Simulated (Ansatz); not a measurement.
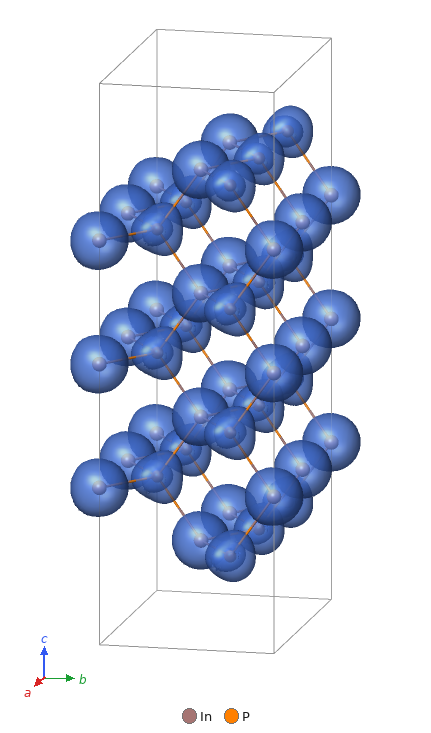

Figure 1: InP (slab). Isosurface of the valence charge density (pseudo) at 0.6 e/Å³ (blue), seen slightly off an axis. Sticks mark near contacts.

Not relaxed (largest force 1.6 eV/Å).

Computed with DFT PBEsol, scalar-relativistic, plane waves, PAW (Ansatz 0.2.0).

In a PAW calculation such maps are meaningful between the atoms, not at the nuclei.

Which contacts does the surface bridge?

At this value the density breaks into separate islands; it holds about 60 % of the electrons treated as valence (semicore included). It bridges none of the near contacts. It is pinched off along the shortest In–P (2.55 Å) contacts. On the grid the lowest density along these lines, outside the cores, is 0.44 e/Å³ (In–P, 2.55 Å).

Does the calculation make it a metal, or give it a gap?

It is gapped, with a Kohn–Sham gap of 0.35 eV on the k-point mesh, an upper bound to the gap of this method.
